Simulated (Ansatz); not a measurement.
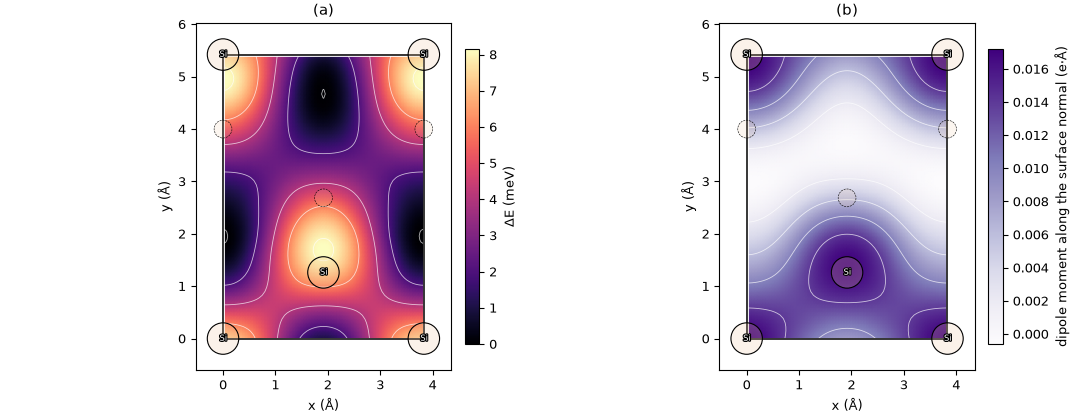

N₂ on a Si(110) slab cut from the Fd-3m phase, its upper half relaxed before the scan (6 atoms of substrate and one adsorbate in a 1 × 1 cell). 
- N2 is moved over the surface cell at a fixed height above a rigid substrate; the origin of the map has the adsorbate above Si5; the height is held at 3.70 Å.
- Places are given modulo a cell vector. The map is drawn in real space over the plane of the surface.
- Grid: 6 × 6 points; 24 points were computed and 12 follow by symmetry.
- Energies are in meV, from the lowest grid point.
- With one adsorbate in each 1 × 1 cell, its nearest image is 3.8 Å away, so neighbouring adsorbates interact. At a fixed height the lowest place need not be the adsorption site.
- These are results of DFT PBE+D3(BJ), scalar-relativistic, plane waves, PAW (Ansatz), not measurements. Settings: cutoff 420 eV, k-mesh 7×5×1, gaussian smearing 0.05 eV, no spin polarisation.

Panel (a) is the energy and panel (b) the computed dipole moment along the surface normal on the same grid.

The picture shows a smooth colour map with a few white contour lines, labelled circles for the atoms of the top layer and small ones for the second layer, the outline of one cell of the plane. Between grid points the surface is interpolated.

> How does the dipole moment along the surface normal vary over the map, and what is it at the lowest grid point?

It runs from 0.00 e·Å at (3/6, 4/6) of the cell vectors to 0.02 e·Å at the top site over a surface Si atom, (0/6, 0/6) of the cell vectors. At the lowest grid point, (0/6, 2/6) of the cell vectors, it is 0.00 e·Å.

PAW datasets: the set soft_1.
